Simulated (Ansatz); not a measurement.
# Run report: BAs, geometry relaxation (part 2 of 5)

BAs (16 atoms in the cell); DFT PBE, scalar-relativistic, plane waves, PAW, spin-polarised (Ansatz 0.2.0); cutoff 420 eV, 1×1×4 k-mesh, Gaussian smearing of 0.05 eV, collinear spins. The structure derives from an entry of the Crystallography Open Database. It belongs to a series of runs on one base structure; here: wire along [1 1 1], 16 atoms a period.

Geometry of the input (Å; fractional positions):
```
12.9000  0.0000  0.0000
0.0000  12.7000  0.0000
0.0000  0.0000  8.3291
B  0.5761  0.5000  0.0000
As 0.6522  0.6339  0.0833
As 0.5000  0.3661  0.4167
As 0.3478  0.6339  0.7500
B  0.4239  0.5000  0.3333
As 0.6522  0.3661  0.0833
As 0.5000  0.6339  0.4167
As 0.3478  0.3661  0.7500
B  0.3478  0.3661  0.0000
B  0.6522  0.3661  0.3333
B  0.5000  0.6339  0.6667
As 0.4239  0.5000  0.0833
B  0.3478  0.6339  0.0000
B  0.6522  0.6339  0.3333
B  0.5000  0.3661  0.6667
As 0.5761  0.5000  0.7500
```

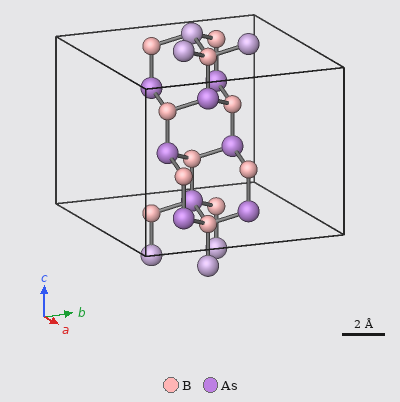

The geometry at step 1 of the log (ball-and-stick view of the cell of the calculation, with the vacuum cut short, seen slightly off an axis; neighbours outside the cell are drawn fainter).

## What the program printed, continued
```
SCF iter   1: F=—  HF=-40077.661044 eV  |F-HF|=—  |Δ(HF+E_count)|=         —  Δρ=1.58e-2 (↑1.42e-2 ↓1.58e-2)  dr2=1.25e1  dr2_m=1.01e0  M=0.426 μB ∫|m|=0.791 μB  β_m=0.30  ethr=3.10e-3  ⟨swp⟩=6.2  Hψ=2106  notcnv=0  defer=9
preconditioner: auto → Resta (q_TF=auto, 1.876 Å⁻¹)  ε∞=2.0  [insulator: Δε(μ)=0.056 eV  Ē_g=8.056 eV  σ=0.050 eV  W_gap=0.52  n_scr=160 (ndim 8)  ℏωp=8.0 eV  f_vac=0.680  D(μ)=12.44/eV (n_scr^D=46)  ε∞_Penn≈2.0  vacuum switching on, ρ_ref=4.7e-3 e/Å³]
spin=Collinear: Resta preconditioning applied to the charge; magnetization (m = ρ↑ − ρ↓) channel mixes plain (no charge-response kernel on spin).
SCF iter   2: F=—  HF=-40075.616364 eV  |F-HF|=—  |Δ(HF+E_count)|=    2.04e0  Δρ=1.00e-2 (↑9.28e-3 ↓1.00e-2)  dr2=4.28e0  dr2_m=4.71e-1  M=1.492 μB ∫|m|=1.573 μB  β_m=0.30  ethr=3.10e-3  ⟨swp⟩=3.0  Hψ=884  notcnv=0  defer=56
preconditioner: auto → LDOS  [metal: Δε(μ)=0.034 eV  Ē_g=7.969 eV  σ=0.050 eV  W_gap=0.35  n_scr=160 (ndim 8)  ℏωp=8.0 eV  f_vac=0.682  D(μ)=8.36/eV (n_scr^D=30)]
spin=Collinear: LDOS preconditioning applied to the charge; magnetization (m = ρ↑ − ρ↓) channel mixes plain (no charge-response kernel on spin).
SCF iter   3: F=—  HF=-40075.121732 eV  |F-HF|=—  |Δ(HF+E_count)|=   4.95e-1  Δρ=6.80e-3 (↑6.33e-3 ↓6.80e-3)  dr2=1.78e0  dr2_m=2.39e-1  M=1.365 μB ∫|m|=1.496 μB  β_m=0.30  ethr=2.97e-3  ⟨swp⟩=1.5  Hψ=494  notcnv=0  defer=56
SCF iter   4: F=—  HF=-40074.785247 eV  |F-HF|=—  |Δ(HF+E_count)|=   3.36e-1  Δρ=3.40e-3 (↑3.39e-3 ↓3.40e-3)  dr2=1.18e-1  dr2_m=1.25e-1  M=0.925 μB ∫|m|=1.176 μB  β_m=0.30  ethr=1.24e-3  ⟨swp⟩=2.7  Hψ=697  notcnv=0  defer=56
SCF iter   5: F=—  HF=-40074.813802 eV  |F-HF|=—  |Δ(HF+E_count)|=   2.86e-2  Δρ=2.34e-3 (↑2.30e-3 ↓2.34e-3)  dr2=3.76e-2  dr2_m=6.32e-2  M=0.959 μB ∫|m|=1.226 μB  β_m=0.30  ethr=8.21e-5  ⟨swp⟩=2.0  Hψ=770  notcnv=0  defer=58
SCF iter   6: F=—  HF=-40074.828117 eV  |F-HF|=—  |Δ(HF+E_count)|=   1.43e-2  Δρ=1.68e-3 (↑1.67e-3 ↓1.68e-3)  dr2=1.03e-2  dr2_m=3.32e-2  M=0.889 μB ∫|m|=1.214 μB  β_m=0.30  ethr=2.61e-5  ⟨swp⟩=2.0  Hψ=568  notcnv=0  defer=58
SCF iter   7: F=—  HF=-40074.839383 eV  |F-HF|=—  |Δ(HF+E_count)|=   1.13e-2  Δρ=1.19e-3 (↑1.19e-3 ↓1.19e-3)  dr2=1.17e-3  dr2_m=1.76e-2  M=0.910 μB ∫|m|=1.279 μB  β_m=0.30  ethr=7.16e-6  ⟨swp⟩=2.0  Hψ=668  notcnv=0  defer=58
SCF iter   8: F=—  HF=-40074.845441 eV  |F-HF|=—  |Δ(HF+E_count)|=   6.06e-3  Δρ=8.99e-4 (↑8.97e-4 ↓8.99e-4)  dr2=5.93e-4  dr2_m=1.00e-2  M=0.938 μB ∫|m|=1.356 μB  β_m=0.30  ethr=8.16e-7  ⟨swp⟩=2.0  Hψ=682  notcnv=0  defer=58
SCF iter   9: F=—  HF=-40074.850267 eV  |F-HF|=—  |Δ(HF+E_count)|=   4.83e-3  Δρ=7.19e-4 (↑7.09e-4 ↓7.19e-4)  dr2=6.17e-4  dr2_m=6.32e-3  M=0.966 μB ∫|m|=1.435 μB  β_m=0.30  ethr=4.12e-7  ⟨swp⟩=2.0  Hψ=682  notcnv=0  defer=58
SCF iter  10: F=—  HF=-40074.854508 eV  |F-HF|=—  |Δ(HF+E_count)|=   4.24e-3  Δρ=6.16e-4 (↑5.99e-4 ↓6.16e-4)  dr2=5.96e-4  dr2_m=4.56e-3  M=0.997 μB ∫|m|=1.519 μB  β_m=0.30  ethr=4.12e-7  ⟨swp⟩=2.0  Hψ=681  notcnv=0  defer=58
SCF iter  11: F=—  HF=-40074.858419 eV  |F-HF|=—  |Δ(HF+E_count)|=   3.91e-3  Δρ=5.43e-4 (↑5.36e-4 ↓5.43e-4)  dr2=7.15e-5  dr2_m=3.63e-3  M=1.016 μB ∫|m|=1.595 μB  β_m=0.30  ethr=4.12e-7  ⟨swp⟩=2.0  Hψ=682  notcnv=0  defer=58
SCF iter  12: F=—  HF=-40074.862304 eV  |F-HF|=—  |Δ(HF+E_count)|=   3.89e-3  Δρ=5.35e-4 (↑5.19e-4 ↓5.35e-4)  dr2=4.81e-4  dr2_m=3.43e-3  M=1.069 μB ∫|m|=1.694 μB  β_m=0.30  ethr=4.96e-8  ⟨swp⟩=3.0  Hψ=809  notcnv=0  defer=58
SCF iter  13: F=—  HF=-40074.866402 eV  |F-HF|=—  |Δ(HF+E_count)|=   4.10e-3  Δρ=5.43e-4 (↑5.26e-4 ↓5.43e-4)  dr2=1.11e-3  dr2_m=3.46e-3  M=1.121 μB ∫|m|=1.794 μB  β_m=0.30  ethr=4.96e-8  ⟨swp⟩=3.0  Hψ=830  notcnv=0  defer=58
SCF iter  14: F=—  HF=-40074.870962 eV  |F-HF|=—  |Δ(HF+E_count)|=   4.56e-3  Δρ=5.84e-4 (↑5.73e-4 ↓5.84e-4)  dr2=3.92e-3  dr2_m=3.79e-3  M=1.192 μB ∫|m|=1.905 μB  β_m=0.30  ethr=4.96e-8  ⟨swp⟩=3.0  Hψ=823  notcnv=0  defer=58
SCF iter  15: F=—  HF=-40074.875763 eV  |F-HF|=—  |Δ(HF+E_count)|=   4.80e-3  Δρ=6.11e-4 (↑6.09e-4 ↓6.11e-4)  dr2=6.34e-3  dr2_m=4.02e-3  M=1.252 μB ∫|m|=2.010 μB  β_m=0.30  ethr=4.96e-8  ⟨swp⟩=3.0  Hψ=821  notcnv=0  defer=58
SCF iter  16: F=—  HF=-40074.881454 eV  |F-HF|=—  |Δ(HF+E_count)|=   5.69e-3  Δρ=6.92e-4 (↑6.92e-4 ↓6.69e-4)  dr2=1.35e-2  dr2_m=4.39e-3  M=1.323 μB ∫|m|=2.122 μB  β_m=0.30  ethr=4.96e-8  ⟨swp⟩=3.0  Hψ=816  notcnv=0  defer=58
SCF iter  17: F=—  HF=-40074.887221 eV  |F-HF|=—  |Δ(HF+E_count)|=   5.77e-3  Δρ=7.45e-4 (↑7.45e-4 ↓6.99e-4)  dr2=1.94e-2  dr2_m=4.49e-3  M=1.377 μB ∫|m|=2.223 μB  β_m=1.00  ethr=4.96e-8  ⟨swp⟩=3.0  Hψ=816  notcnv=0  defer=58
SCF iter  18: F=—  HF=-40074.904995 eV  |F-HF|=—  |Δ(HF+E_count)|=   1.78e-2  Δρ=7.90e-4 (↑7.90e-4 ↓6.94e-4)  dr2=2.62e-2  dr2_m=4.05e-3  M=1.467 μB ∫|m|=2.516 μB  β_m=0.30  ethr=4.96e-8  ⟨swp⟩=4.0  Hψ=1245  notcnv=0  defer=58
SCF iter  19: F=—  HF=-40074.908744 eV  |F-HF|=—  |Δ(HF+E_count)|=   3.75e-3  Δρ=7.72e-4 (↑7.72e-4 ↓6.66e-4)  dr2=2.57e-2  dr2_m=3.66e-3  M=1.473 μB ∫|m|=2.585 μB  β_m=0.30  ethr=4.96e-8  ⟨swp⟩=3.0  Hψ=808  notcnv=0  defer=58
SCF iter  20: F=—  HF=-40074.912579 eV  |F-HF|=—  |Δ(HF+E_count)|=   3.83e-3  Δρ=7.73e-4 (↑7.73e-4 ↓6.54e-4)  dr2=2.71e-2  dr2_m=3.37e-3  M=1.479 μB ∫|m|=2.653 μB  β_m=0.30  ethr=4.96e-8  ⟨swp⟩=3.0  Hψ=816  notcnv=0  defer=58
SCF iter  21: F=—  HF=-40074.916230 eV  |F-HF|=—  |Δ(HF+E_count)|=   3.65e-3  Δρ=7.76e-4 (↑7.76e-4 ↓6.48e-4)  dr2=2.90e-2  dr2_m=3.11e-3  M=1.484 μB ∫|m|=2.717 μB  β_m=0.30  ethr=4.96e-8  ⟨swp⟩=3.0  Hψ=815  notcnv=0  defer=58
SCF iter  22: F=—  HF=-40074.919155 eV  |F-HF|=—  |Δ(HF+E_count)|=   2.92e-3  Δρ=7.56e-4 (↑7.56e-4 ↓6.26e-4)  dr2=2.83e-2  dr2_m=2.83e-3  M=1.486 μB ∫|m|=2.778 μB  β_m=0.30  ethr=4.96e-8  ⟨swp⟩=3.0  Hψ=807  notcnv=0  defer=58
SCF iter  23: F=—  HF=-40074.921957 eV  |F-HF|=—  |Δ(HF+E_count)|=   2.80e-3  Δρ=7.47e-4 (↑7.47e-4 ↓6.15e-4)  dr2=2.87e-2  dr2_m=2.60e-3  M=1.488 μB ∫|m|=2.836 μB  β_m=0.30  ethr=4.96e-8  ⟨swp⟩=3.0  Hψ=764  notcnv=0  defer=58
SCF iter  24: F=—  HF=-40074.925037 eV  |F-HF|=—  |Δ(HF+E_count)|=   3.08e-3  Δρ=7.58e-4 (↑7.58e-4 ↓6.18e-4)  dr2=3.18e-2  dr2_m=2.39e-3  M=1.490 μB ∫|m|=2.890 μB  β_m=0.30  ethr=4.96e-8  ⟨swp⟩=3.0  Hψ=762  notcnv=0  defer=58
SCF iter  25: F=—  HF=-40074.925321 eV  |F-HF|=—  |Δ(HF+E_count)|=   2.84e-4  Δρ=6.56e-4 (↑6.56e-4 ↓5.50e-4)  dr2=2.21e-2  dr2_m=2.09e-3  M=1.487 μB ∫|m|=2.941 μB  β_m=0.30  ethr=4.96e-8  ⟨swp⟩=3.5  Hψ=1050  notcnv=0  defer=58
Mixer restart at iter 25: flushing history
spin-set hold released at iteration 25 (site moments' squared step at or under half its running peak, from the soft ceiling on): the magnetisation degrees of freedom join the quasi-Newton model from the next iteration; the mixer history was flushed
SCF iter  26: F=—  HF=-40074.925140 eV  |F-HF|=—  |Δ(HF+E_count)|=   1.80e-4  Δρ=5.03e-4 (↑5.03e-4 ↓4.45e-4)  dr2=9.69e-3  dr2_m=1.71e-3  M=1.482 μB ∫|m|=2.988 μB  β_m=0.65  ethr=4.96e-8  ⟨swp⟩=3.0  Hψ=1041  notcnv=0  defer=58
SCF iter  27: F=—  HF=-40074.930480 eV  |F-HF|=—  |Δ(HF+E_count)|=   5.34e-3  Δρ=2.70e-4 (↑2.60e-4 ↓2.70e-4)  dr2=3.78e-4  dr2_m=8.43e-4  M=1.476 μB ∫|m|=3.180 μB  β_m=0.82  ethr=4.96e-8  ⟨swp⟩=4.0  Hψ=1174  notcnv=0  defer=58
SCF iter  28: F=—  HF=-40074.935412 eV  |F-HF|=—  |Δ(HF+E_count)|=   4.93e-3  Δρ=1.79e-4 (↑1.55e-4 ↓1.79e-4)  dr2=2.73e-4  dr2_m=3.31e-4  M=1.478 μB ∫|m|=3.377 μB  β_m=0.91  ethr=4.96e-8  ⟨swp⟩=4.0  Hψ=1194  notcnv=0  defer=58
SCF iter  29: F=—  HF=-40074.938156 eV  |F-HF|=—  |Δ(HF+E_count)|=   2.74e-3  Δρ=7.33e-5 (↑5.54e-5 ↓7.33e-5)  dr2=1.59e-4  dr2_m=3.86e-5  M=1.485 μB ∫|m|=3.623 μB  β_m=0.91  ethr=4.96e-8  ⟨swp⟩=4.0  Hψ=1209  notcnv=0  defer=58
SCF iter  30: F=—  HF=-40074.938316 eV  |F-HF|=—  |Δ(HF+E_count)|=   1.61e-4  Δρ=4.93e-5 (↑3.40e-5 ↓4.93e-5)  dr2=2.35e-5  dr2_m=2.00e-5  M=1.486 μB ∫|m|=3.664 μB  β_m=0.96  ethr=4.96e-8  ⟨swp⟩=3.0  Hψ=998  notcnv=0  defer=58
SCF iter  31: F=—  HF=-40074.938407 eV  |F-HF|=—  |Δ(HF+E_count)|=   9.07e-5  Δρ=2.56e-5 (↑2.52e-5 ↓2.56e-5)  dr2=1.13e-5  dr2_m=6.91e-6  M=1.487 μB ∫|m|=3.661 μB  β_m=0.98  ethr=1.63e-8  ⟨swp⟩=3.0  Hψ=1032  notcnv=0  defer=58
SCF iter  32: F=—  HF=-40074.938445 eV  |F-HF|=—  |Δ(HF+E_count)|=   3.75e-5  Δρ=1.88e-5 (↑1.20e-5 ↓1.88e-5)  dr2=5.25e-6  dr2_m=2.64e-6  M=1.488 μB ∫|m|=3.666 μB  β_m=0.99  ethr=7.81e-9  ⟨swp⟩=3.0  Hψ=1049  notcnv=0  defer=58
SCF iter  33: F=—  HF=-40074.938464 eV  |F-HF|=—  |Δ(HF+E_count)|=   1.92e-5  Δρ=9.51e-6 (↑6.90e-6 ↓9.51e-6)  dr2=1.82e-6  dr2_m=6.96e-7  M=1.489 μB ∫|m|=3.677 μB  β_m=0.99  ethr=3.64e-9  ⟨swp⟩=3.0  Hψ=1059  notcnv=0  defer=58
SCF iter  34: F=—  HF=-40074.938467 eV  |F-HF|=—  |Δ(HF+E_count)|=   3.76e-6  Δρ=4.65e-6 (↑4.49e-6 ↓4.65e-6)  dr2=4.32e-7  dr2_m=2.16e-7  M=1.489 μB ∫|m|=3.680 μB  β_m=1.00  ethr=1.26e-9  ⟨swp⟩=3.0  Hψ=1027  notcnv=0  defer=58
SCF iter  35: F=—  HF=-40074.938469 eV  |F-HF|=—  |Δ(HF+E_count)|=   1.04e-6  Δρ=2.33e-6 (↑2.03e-6 ↓2.33e-6)  dr2=1.59e-7  dr2_m=4.20e-8  M=1.489 μB ∫|m|=3.677 μB  β_m=0.93  ethr=3.00e-10  ⟨swp⟩=3.0  Hψ=984  notcnv=0  defer=58
iter 36 did not close the SCF: its close was put off for a magnetic moment that had not settled (scf_convergence_deferred on its scf_iter line)
SCF iter  36: F=-40074.938469 eV  HF=-40074.938469 eV  |F-HF|=5.25e-9  |Δ(HF+E_count)|=   1.81e-7  Δρ=9.03e-7 (↑8.83e-7 ↓9.03e-7)  dr2=2.48e-8  dr2_m=8.00e-9  M=1.490 μB ∫|m|=3.678 μB  β_m=0.93  ethr=6.94e-11  ⟨swp⟩=22.3  Hψ=4427  notcnv=0
iter 37 did not close the SCF: its close was put off for a magnetic moment that had not settled (scf_convergence_deferred on its scf_iter line)
SCF iter  37: F=-40074.938469 eV  HF=-40074.938469 eV  |F-HF|=2.55e-9  |Δ(HF+E_count)|=   2.83e-8  Δρ=4.74e-7 (↑4.62e-7 ↓4.74e-7)  dr2=3.52e-9  dr2_m=2.37e-9  M=1.490 μB ∫|m|=3.678 μB  β_m=0.96  ethr=1.72e-11  ⟨swp⟩=7.0  Hψ=3264  notcnv=0
SCF iter  38: F=-40074.938469 eV  HF=-40074.938469 eV  |F-HF|=7.57e-10  |Δ(HF+E_count)|=   8.83e-9  Δρ=2.83e-7 (↑2.66e-7 ↓2.83e-7)  dr2=1.26e-9  dr2_m=7.90e-10  M=1.490 μB ∫|m|=3.678 μB  ethr=2.44e-12  ⟨swp⟩=6.0  Hψ=3006  notcnv=0
SCF 1 converged in 38 iterations: F = -40074.938469 eV  dr2 = 1.26e-9
  greatest PAW one-centre occupation: 0.999 electrons in one spin orbital (limit 2), on the As atom at site 11 (counted from 0), in its partial waves of l = 2
relax step   1: F+E_penalty+E_count = -40074.93846874 eV  Δ(F+E_penalty+E_count) = +0.000e0 eV  max|allowed force component| = 2.000e0 eV/Å  Δτ_max = 0.0000 Å  P = -1.156 GPa  Ω = 1364.560 Å³  fix = [a, b, alpha, beta, gamma]  reactions: a -1.084, b -0.512 GPa; beta +0.111 GPa/rad  (38 SCF iters, dr2 threshold 1.00e-7 eV, accepted)
Crystal: 16 atoms, lattice volume = 1364.588 Å³
Initial density: handed on by an earlier stage of this run
Starting moments: Σ|m| = 4.8 μB on 16 of 16 sites; this step starts from the density that it was given
Initial wavefunctions: those handed on with the density
iter 1 solved again at ethr=5.97e-4 eV; its pass at ethr=3.10e-3 eV (dr2=8.60e-1 eV) is discarded
SCF iter   1: F=—  HF=-40077.294007 eV  |F-HF|=—  |Δ(HF+E_count)|=         —  Δρ=4.17e-3 (↑4.17e-3 ↓3.86e-3)  dr2=8.52e-1  dr2_m=8.21e-2  M=1.406 μB ∫|m|=2.992 μB  β_m=0.30  ethr=5.97e-4  ⟨swp⟩=3.2  Hψ=2375  notcnv=0
preconditioner: auto → LDOS  [metal: Δε(μ)=0.028 eV  Ē_g=8.122 eV  σ=0.050 eV  W_gap=0.30  n_scr=160 (ndim 8)  ℏωp=8.0 eV  f_vac=0.699  D(μ)=14.91/eV (n_scr^D=66)]
spin=Collinear: LDOS preconditioning applied to the charge; magnetization (m = ρ↑ − ρ↓) channel mixes plain (no charge-response kernel on spin).
SCF iter   2: F=—  HF=-40077.256981 eV  |F-HF|=—  |Δ(HF+E_count)|=   3.70e-2  Δρ=2.90e-3 (↑2.90e-3 ↓2.73e-3)  dr2=3.81e-1  dr2_m=4.56e-2  M=1.552 μB ∫|m|=3.009 μB  β_m=0.53  ethr=5.92e-4  ⟨swp⟩=2.3  Hψ=662  notcnv=0  defer=11
SCF iter   3: F=—  HF=-40077.299971 eV  |F-HF|=—  |Δ(HF+E_count)|=   4.30e-2  Δρ=9.79e-4 (↑9.79e-4 ↓9.22e-4)  dr2=3.60e-2  dr2_m=6.08e-3  M=1.741 μB ∫|m|=2.962 μB  β_m=0.68  ethr=2.65e-4  ⟨swp⟩=3.5  Hψ=879  notcnv=0  defer=11
SCF iter   4: F=—  HF=-40077.321876 eV  |F-HF|=—  |Δ(HF+E_count)|=   2.19e-2  Δρ=4.82e-4 (↑4.56e-4 ↓4.82e-4)  dr2=1.01e-2  dr2_m=1.74e-3  M=1.841 μB ∫|m|=2.906 μB  β_m=0.84  ethr=2.50e-5  ⟨swp⟩=2.2  Hψ=824  notcnv=0  defer=11
SCF iter   5: F=—  HF=-40077.328740 eV  |F-HF|=—  |Δ(HF+E_count)|=   6.86e-3  Δρ=2.43e-4 (↑2.06e-4 ↓2.43e-4)  dr2=2.73e-3  dr2_m=4.44e-4  M=1.888 μB ∫|m|=2.869 μB  β_m=0.92  ethr=6.99e-6  ⟨swp⟩=2.0  Hψ=823  notcnv=0  defer=11
SCF iter   6: F=—  HF=-40077.330800 eV  |F-HF|=—  |Δ(HF+E_count)|=   2.06e-3  Δρ=1.15e-4 (↑1.15e-4 ↓9.08e-5)  dr2=6.02e-4  dr2_m=7.52e-5  M=1.913 μB ∫|m|=2.870 μB  β_m=0.82  ethr=1.90e-6  ⟨swp⟩=2.5  Hψ=954  notcnv=0  defer=11
SCF iter   7: F=—  HF=-40077.330918 eV  |F-HF|=—  |Δ(HF+E_count)|=   1.18e-4  Δρ=5.97e-5 (↑5.36e-5 ↓5.97e-5)  dr2=3.80e-5  dr2_m=3.59e-5  M=1.921 μB ∫|m|=2.882 μB  β_m=0.91  ethr=4.18e-7  ⟨swp⟩=2.0  Hψ=935  notcnv=0  defer=11
SCF iter   8: F=—  HF=-40077.331109 eV  |F-HF|=—  |Δ(HF+E_count)|=   1.91e-4  Δρ=4.25e-5 (↑3.60e-5 ↓4.25e-5)  dr2=2.15e-5  dr2_m=1.77e-5  M=1.931 μB ∫|m|=2.902 μB  β_m=0.95  ethr=2.64e-8  ⟨swp⟩=3.8  Hψ=1180  notcnv=0  defer=11
SCF iter   9: F=—  HF=-40077.331224 eV  |F-HF|=—  |Δ(HF+E_count)|=   1.15e-4  Δρ=3.19e-5 (↑2.97e-5 ↓3.19e-5)  dr2=1.21e-5  dr2_m=1.06e-5  M=1.941 μB ∫|m|=2.928 μB  β_m=0.98  ethr=1.49e-8  ⟨swp⟩=3.0  Hψ=1093  notcnv=0  defer=11
SCF iter  10: F=—  HF=-40077.331303 eV  |F-HF|=—  |Δ(HF+E_count)|=   7.81e-5  Δρ=2.64e-5 (↑2.25e-5 ↓2.64e-5)  dr2=8.95e-6  dr2_m=6.81e-6  M=1.950 μB ∫|m|=2.957 μB  β_m=0.99  ethr=8.39e-9  ⟨swp⟩=3.0  Hψ=1096  notcnv=0  defer=11
SCF iter  11: F=—  HF=-40077.331359 eV  |F-HF|=—  |Δ(HF+E_count)|=   5.69e-5  Δρ=1.77e-5 (↑1.77e-5 ↓1.59e-5)  dr2=3.66e-6  dr2_m=3.14e-6  M=1.957 μB ∫|m|=2.983 μB  β_m=0.99  ethr=6.22e-9  ⟨swp⟩=3.0  Hψ=1096  notcnv=0  defer=11
SCF iter  12: F=—  HF=-40077.331391 eV  |F-HF|=—  |Δ(HF+E_count)|=   3.16e-5  Δρ=8.95e-6 (↑8.95e-6 ↓8.40e-6)  dr2=2.76e-6  dr2_m=7.08e-7  M=1.962 μB ∫|m|=3.008 μB  β_m=0.94  ethr=1.11e-9  ⟨swp⟩=18.8  Hψ=5154  notcnv=0
iter 13 did not close the SCF: its close was put off for a magnetic moment that had not settled (scf_convergence_deferred on its scf_iter line)
SCF iter  13: F=-40077.331395 eV  HF=-40077.331395 eV  |F-HF|=9.42e-9  |Δ(HF+E_count)|=   4.41e-6  Δρ=4.14e-6 (↑4.14e-6 ↓3.74e-6)  dr2=3.91e-7  dr2_m=1.52e-7  M=1.963 μB ∫|m|=3.015 μB  β_m=0.94  ethr=1.11e-9  ⟨swp⟩=9.0  Hψ=4015  notcnv=0
iter 14 did not close the SCF: its close was put off for a magnetic moment that had not settled (scf_convergence_deferred on its scf_iter line)
SCF iter  14: F=-40077.331396 eV  HF=-40077.331396 eV  |F-HF|=6.13e-8  |Δ(HF+E_count)|=   7.90e-7  Δρ=2.49e-6 (↑2.49e-6 ↓1.84e-6)  dr2=1.69e-7  dr2_m=4.86e-8  M=1.964 μB ∫|m|=3.019 μB  β_m=0.97  ethr=2.72e-10  ⟨swp⟩=8.2  Hψ=3568  notcnv=0
iter 15 did not close the SCF: its close was put off for a magnetic moment that had not settled (scf_convergence_deferred on its scf_iter line)
SCF iter  15: F=-40077.331396 eV  HF=-40077.331396 eV  |F-HF|=1.38e-8  |Δ(HF+E_count)|=   1.73e-7  Δρ=1.33e-6 (↑1.05e-6 ↓1.33e-6)  dr2=5.06e-8  dr2_m=1.36e-8  M=1.964 μB ∫|m|=3.019 μB  β_m=0.92  ethr=1.17e-10  ⟨swp⟩=7.2  Hψ=3285  notcnv=0
SCF iter  16: F=-40077.331396 eV  HF=-40077.331396 eV  |F-HF|=6.98e-10  |Δ(HF+E_count)|=   5.48e-8  Δρ=7.37e-7 (↑7.37e-7 ↓6.20e-7)  dr2=1.14e-8  dr2_m=4.79e-9  M=1.964 μB ∫|m|=3.019 μB  ethr=3.51e-11  ⟨swp⟩=5.7  Hψ=3156  notcnv=0
the starting moments were not kept: 3 of 16 ended reversed and 10 kept their direction, counting a site from 0.1 of the cell's largest site moment. The largest reversed, site 7 (counted from 0, in the order of the report's site_moments_mub), started with +0.3 μB and closes at -3.7e-2 μB in its sphere.
SCF 2 converged in 16 iterations: F = -40077.331396 eV  dr2 = 1.14e-8
[... from here on the iterations of each SCF are left out, up to the last one ...]
```
